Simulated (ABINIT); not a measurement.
**Geometry relaxation of Au (part 1 of 2)**

- system: Au (Im-3m, 1 atom in the cell)
- method: Kohn-Sham DFT of a periodic cell, PBEsol, PseudoDojo NC SR PBEsol v0.4.1 standard, no spin polarisation (ABINIT 10.8.3)

The structure derives from a Materials Project entry.

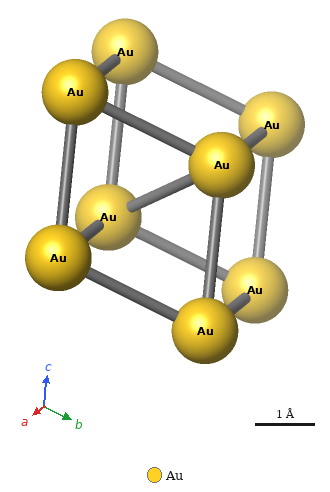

The input geometry (ball-and-stick view of the cell of the calculation, seen slightly off an axis). An atom can appear more than once, as a periodic image. Near neighbours in the periodic cell (some may lie outside the picture): Au has 8 Au at 2.87 Å.

### The input
```
# Pseudopotentials
pp_dirpath "./"
pseudos "Au.upf"

# Structure
acell 3*1.0
rprim
    -3.1317845248     3.1317845248     3.1317845248
     3.1317845248    -3.1317845248     3.1317845248
     3.1317845248     3.1317845248    -3.1317845248
ntypat 1
znucl 79
natom 1
typat 1
chkprim 0
chksymtnons 0
tolsym 1.0e-6
xred
            0.0            0.0            0.0

# Plane-wave basis
ecut 38.0
ecutsm 0.5

# k points
kptopt 1
ngkpt 8 8 8
nshiftk 1
shiftk 0.0 0.0 0.0

# Exchange and correlation
ixc -116133

# Bands and occupations
nband 14
occopt 3
tsmear 0.05 eV

# SCF cycle
nstep 80
tolvrs 1.0e-12

# Output
iomode 3
prteig 0
prtebands 0
prtwf 0
prtden 0

# Relaxation
ionmov 2
optcell 2
ntime 50
tolmxf 2.0e-5
dilatmx 1.08
```

Hardware: 1 thread of Intel Xeon (Sapphire Rapids), 32 GiB of memory available, shared host.

Command:
```bash
abinit run.abi > log 2>&1
```

### Log
```
.Version 10.8.3 of ABINIT
 Symmetries : space group Im -3 m (#229); Bravais cI (body-center cubic)
================================================================================
 Values of the parameters that define the memory need of the present run
     intxc =       0    ionmov =       2      iscf =       7    lmnmax =       7
     lnmax =       7     mgfft =      36  mpssoang =       4    mqgrid =    3001
     natom =       1  nloc_mem =       1    nspden =       1   nspinor =       1
    nsppol =       1      nsym =      48    n1xccc =    2501    ntypat =       1
    occopt =       3   xclevel =       2
       mpw =        1754          nfft =       46656          nkpt =          29
================================================================================
================================================================================

--------------------------------------------------------------------------------
------------- Echo of variables that govern the present computation ------------
--------------------------------------------------------------------------------
 -outvars: echo values of preprocessed input variables --------
            acell      1.0000000000E+00  1.0000000000E+00  1.0000000000E+00 Bohr
              amu      1.96966540E+02
          chkprim           0
      chksymtnons           0
          dilatmx      1.08000000E+00
             ecut      3.80000000E+01 Hartree
           ecutsm      5.00000000E-01 Hartree
           ionmov           2
              ixc     -116133
         kptrlatt        8    0    0      0    8    0      0    0    8
          kptrlen      4.33952793E+01
            natom           1
            nband          14
            ngfft          36      36      36
             nkpt          29
            nstep          80
             nsym          48
            ntime          50
           ntypat           1
           occopt           3
          optcell           2
           prtden           0
        prtebands           0
           prteig           0
            prtwf           0
            rprim     -3.1317845248E+00  3.1317845248E+00  3.1317845248E+00
                       3.1317845248E+00 -3.1317845248E+00  3.1317845248E+00
                       3.1317845248E+00  3.1317845248E+00 -3.1317845248E+00
          spgroup         229
           tolmxf      2.00000000E-05
           tolsym      1.00000000E-06
           tolvrs      1.00000000E-12
           tsmear      1.83746611E-03 Hartree
            typat      1
            znucl       79.00000

================================================================================

 chkinp: Checking input parameters for consistency.

================================================================================
== DATASET  1 ==================================================================

--- !DatasetInfo
iteration_state: {dtset: 1, }
dimensions: {natom: 1, nkpt: 29, mband: 14, nsppol: 1, nspinor: 1, nspden: 1, mpw: 1754, }
cutoff_energies: {ecut:  38.0, pawecutdg:  -1.0, }
electrons: {nelect:   1.90000000E+01, charge:   0.00000000E+00, occopt:   3.00000000E+00, tsmear:   1.83746611E-03, }
meta: {optdriver: 0, ionmov: 2, optcell: 2, iscf: 7, paral_kgb: 0, }
...

 Real(R)+Recip(G) space primitive vectors, cartesian coordinates (Bohr,Bohr^-1):
 R(1)= -3.1317845  3.1317845  3.1317845  G(1)=  0.0000000  0.1596534  0.1596534
 R(2)=  3.1317845 -3.1317845  3.1317845  G(2)=  0.1596534  0.0000000  0.1596534
 R(3)=  3.1317845  3.1317845 -3.1317845  G(3)=  0.1596534  0.1596534  0.0000000
 Unit cell volume ucvol=  1.2286710E+02 bohr^3
 Angles (23,13,12)=  1.09471221E+02  1.09471221E+02  1.09471221E+02 degrees

 getcut: wavevector=  0.0000  0.0000  0.0000  ngfft=  36  36  36
         ecut(hartree)=     44.323   => boxcut(ratio)=   2.21447

 getcut : COMMENT -
  Note that boxcut > 2.2 ; recall that boxcut=Gcut(box)/Gcut(sphere) = 2
  is sufficient for exact treatment of convolution.
  Such a large boxcut is a waste : you could raise ecut
  e.g. ecut=   54.338764 Hartrees makes boxcut=2

--- Pseudopotential description ------------------------------------------------
- pspini: atom type   1  psp file is ./Au.upf
  79.00000  19.00000  180301                  znucl, zion, pspdat
12 -116133 3 -1 1340                          pspcod,pspxc,lmax,lloc,mmax
     nproj     2     2     2     1

   6.12166457E+02                                ecore*ucvol(ha*bohr**3)
--------------------------------------------------------------------------------

================================================================================

=== [ionmov= 2] Broyden-Fletcher-Goldfarb-Shanno method (forces)
================================================================================

--- Iteration: ( 1/50) Internal Cycle: (1/1)
--------------------------------------------------------------------------------

---SELF-CONSISTENT-FIELD CONVERGENCE--------------------------------------------

--- !BeginCycle
iteration_state: {dtset: 1, itime: 1, icycle: 1, }
solver: {iscf: 7, nstep: 80, nline: 4, wfoptalg: 0, }
tolerances: {tolvrs: 1.00E-12, }
...

     iter   Etot(hartree)      deltaE(h)  residm     vres2
 ETOT  1  -147.36439481054    -1.474E+02 1.734E-01 1.055E+02
 ETOT  2  -147.40545496046    -4.106E-02 2.256E-03 7.594E+01
 ETOT  3  -147.41877385663    -1.332E-02 1.435E-03 4.128E-02
 ETOT  4  -147.41878166999    -7.813E-06 1.233E-03 4.460E-04
 ETOT  5  -147.41878172920    -5.922E-08 1.100E-03 2.364E-06
 ETOT  6  -147.41878172957    -3.642E-10 4.712E-04 3.153E-08
 ETOT  7  -147.41878172957     2.558E-13 8.792E-04 8.406E-12
 ETOT  8  -147.41878172957    -6.423E-12 3.097E-04 6.350E-14

 At SCF step    8       vres2   =  6.35E-14 < tolvrs=  1.00E-12 =>converged.

 Cartesian components of stress tensor (hartree/bohr^3)
  sigma(1 1)=  3.32001858E-04  sigma(3 2)=  0.00000000E+00
  sigma(2 2)=  3.32001858E-04  sigma(3 1)=  0.00000000E+00
  sigma(3 3)=  3.32001858E-04  sigma(2 1)=  0.00000000E+00

--- !ResultsGS
iteration_state: {dtset: 1, itime: 1, icycle: 1, }
comment   : Summary of ground state results
lattice_vectors:
- [ -3.1317845,   3.1317845,   3.1317845, ]
- [  3.1317845,  -3.1317845,   3.1317845, ]
- [  3.1317845,   3.1317845,  -3.1317845, ]
lattice_lengths: [   5.42441,    5.42441,    5.42441, ]
lattice_angles: [109.471, 109.471, 109.471, ] # degrees, (23, 13, 12)
lattice_volume:   1.2286710E+02
convergence: {deltae: -6.423E-12, res2:  6.350E-14, residm:  3.097E-04, diffor: null, }
etotal    :  -1.47418782E+02
entropy   :   0.00000000E+00
fermie    :   4.32062767E-01
cartesian_stress_tensor: # hartree/bohr^3
- [  3.32001858E-04,   0.00000000E+00,   0.00000000E+00, ]
- [  0.00000000E+00,   3.32001858E-04,   0.00000000E+00, ]
- [  0.00000000E+00,   0.00000000E+00,   3.32001858E-04, ]
pressure_GPa:  -9.7678E+00
xred      :
- [  0.0000E+00,   0.0000E+00,   0.0000E+00, Au]
cartesian_forces: # hartree/bohr
- [ -0.00000000E+00,  -0.00000000E+00,  -0.00000000E+00, ]
force_length_stats: {min:   0.00000000E+00, max:   0.00000000E+00, mean:   0.00000000E+00, }
...

 Integrated electronic density in atomic spheres:
 ------------------------------------------------
 Atom  Sphere_radius  Integrated_density
    1        2.00000         15.53829868

---OUTPUT-----------------------------------------------------------------------

 Cartesian coordinates (xcart) [bohr]
  0.00000000000000E+00  0.00000000000000E+00  0.00000000000000E+00
 Reduced coordinates (xred)
  0.00000000000000E+00  0.00000000000000E+00  0.00000000000000E+00
 Cartesian forces (fcart) [Ha/bohr]; max,rms= 0.00000E+00 0.00000E+00 (free atoms)
 -0.00000000000000E+00 -0.00000000000000E+00 -0.00000000000000E+00
 Gradient of E wrt nuclear positions in reduced coordinates (gred)
  0.00000000000000E+00  0.00000000000000E+00 -0.00000000000000E+00
 Scale of Primitive Cell (acell) [bohr]
  1.00000000000000E+00  1.00000000000000E+00  1.00000000000000E+00
 Real space primitive translations (rprimd) [bohr]
 -3.13178452480000E+00  3.13178452480000E+00  3.13178452480000E+00
  3.13178452480000E+00 -3.13178452480000E+00  3.13178452480000E+00
  3.13178452480000E+00  3.13178452480000E+00 -3.13178452480000E+00
 Unitary Cell Volume (ucvol) [Bohr^3]=  1.22867101365789E+02
 Angles (23,13,12)= [degrees]
  1.09471220634491E+02  1.09471220634491E+02  1.09471220634491E+02
 Lengths [Bohr]
  5.42440991531155E+00  5.42440991531155E+00  5.42440991531155E+00
 Stress tensor in cartesian coordinates (strten) [Ha/bohr^3]
  3.32001858323439E-04  0.00000000000000E+00  0.00000000000000E+00
  0.00000000000000E+00  3.32001858323425E-04  0.00000000000000E+00
  0.00000000000000E+00  0.00000000000000E+00  3.32001858323439E-04
 Total energy (etotal) [Ha]= -1.47418781729572E+02

--- Iteration: ( 2/50) Internal Cycle: (1/1)
--------------------------------------------------------------------------------

---SELF-CONSISTENT-FIELD CONVERGENCE--------------------------------------------

--- !BeginCycle
iteration_state: {dtset: 1, itime: 2, icycle: 1, }
solver: {iscf: 7, nstep: 80, nline: 4, wfoptalg: 0, }
tolerances: {tolvrs: 1.00E-12, }
...

     iter   Etot(hartree)      deltaE(h)  residm     vres2
 ETOT  1  -147.39498013540    -1.474E+02 1.491E-04 1.597E+02
 ETOT  2  -147.40268484609    -7.705E-03 3.471E-04 9.914E+01
 ETOT  3  -147.41972082646    -1.704E-02 5.018E-04 3.120E-01
 ETOT  4  -147.41976684595    -4.602E-05 4.601E-05 1.536E-03
 ETOT  5  -147.41976700707    -1.611E-07 2.368E-05 6.914E-06
 ETOT  6  -147.41976700805    -9.826E-10 1.915E-05 6.383E-08
 ETOT  7  -147.41976700806    -1.046E-11 7.336E-06 3.577E-10
 ETOT  8  -147.41976700806     1.421E-12 6.568E-06 4.680E-13

 At SCF step    8       vres2   =  4.68E-13 < tolvrs=  1.00E-12 =>converged.

 Cartesian components of stress tensor (hartree/bohr^3)
  sigma(1 1)=  2.05328820E-04  sigma(3 2)=  0.00000000E+00
  sigma(2 2)=  2.05328820E-04  sigma(3 1)=  0.00000000E+00
  sigma(3 3)=  2.05328820E-04  sigma(2 1)=  0.00000000E+00

--- !ResultsGS
iteration_state: {dtset: 1, itime: 2, icycle: 1, }
comment   : Summary of ground state results
lattice_vectors:
- [ -3.1005918,   3.1005918,   3.1005918, ]
- [  3.1005918,  -3.1005918,   3.1005918, ]
- [  3.1005918,   3.1005918,  -3.1005918, ]
lattice_lengths: [   5.37038,    5.37038,    5.37038, ]
lattice_angles: [109.471, 109.471, 109.471, ] # degrees, (23, 13, 12)
lattice_volume:   1.1923226E+02
convergence: {deltae:  1.421E-12, res2:  4.680E-13, residm:  6.568E-06, diffor: null, }
etotal    :  -1.47419767E+02
entropy   :   0.00000000E+00
fermie    :   4.53641567E-01
cartesian_stress_tensor: # hartree/bohr^3
- [  2.05328820E-04,   0.00000000E+00,   0.00000000E+00, ]
- [  0.00000000E+00,   2.05328820E-04,   0.00000000E+00, ]
- [  0.00000000E+00,   0.00000000E+00,   2.05328820E-04, ]
pressure_GPa:  -6.0410E+00
xred      :
- [  0.0000E+00,   0.0000E+00,   0.0000E+00, Au]
cartesian_forces: # hartree/bohr
- [ -0.00000000E+00,  -0.00000000E+00,  -0.00000000E+00, ]
force_length_stats: {min:   0.00000000E+00, max:   0.00000000E+00, mean:   0.00000000E+00, }
...

 Integrated electronic density in atomic spheres:
 ------------------------------------------------
 Atom  Sphere_radius  Integrated_density
    1        2.00000         15.60537060

---OUTPUT-----------------------------------------------------------------------

 Cartesian coordinates (xcart) [bohr]
  0.00000000000000E+00  0.00000000000000E+00  0.00000000000000E+00
 Reduced coordinates (xred)
  0.00000000000000E+00  0.00000000000000E+00  0.00000000000000E+00
 Cartesian forces (fcart) [Ha/bohr]; max,rms= 0.00000E+00 0.00000E+00 (free atoms)
 -0.00000000000000E+00 -0.00000000000000E+00 -0.00000000000000E+00
 Gradient of E wrt nuclear positions in reduced coordinates (gred)
  0.00000000000000E+00  0.00000000000000E+00 -0.00000000000000E+00
 Scale of Primitive Cell (acell) [bohr]
  5.37038249014581E+00  5.37038249014581E+00  5.37038249014581E+00
 Real space primitive translations (rprimd) [bohr]
 -3.10059177633694E+00  3.10059177633694E+00  3.10059177633694E+00
  3.10059177633694E+00 -3.10059177633694E+00  3.10059177633694E+00
  3.10059177633694E+00  3.10059177633694E+00 -3.10059177633694E+00
 Unitary Cell Volume (ucvol) [Bohr^3]=  1.19232256675416E+02
 Angles (23,13,12)= [degrees]
  1.09471220634491E+02  1.09471220634491E+02  1.09471220634491E+02
 Lengths [Bohr]
  5.37038249014581E+00  5.37038249014581E+00  5.37038249014581E+00
 Stress tensor in cartesian coordinates (strten) [Ha/bohr^3]
  2.05328820023658E-04  0.00000000000000E+00  0.00000000000000E+00
  0.00000000000000E+00  2.05328820023644E-04  0.00000000000000E+00
  0.00000000000000E+00  0.00000000000000E+00  2.05328820023679E-04
 Total energy (etotal) [Ha]= -1.47419767008060E+02

 Difference of energy with previous step (new-old):
           Absolute (Ha)=-9.85278E-04
           Relative     =-6.68351E-06

--- Iteration: ( 3/50) Internal Cycle: (1/1)
--------------------------------------------------------------------------------

---SELF-CONSISTENT-FIELD CONVERGENCE--------------------------------------------

--- !BeginCycle
iteration_state: {dtset: 1, itime: 3, icycle: 1, }
solver: {iscf: 7, nstep: 80, nline: 4, wfoptalg: 0, }
tolerances: {tolvrs: 1.00E-12, }
...
```
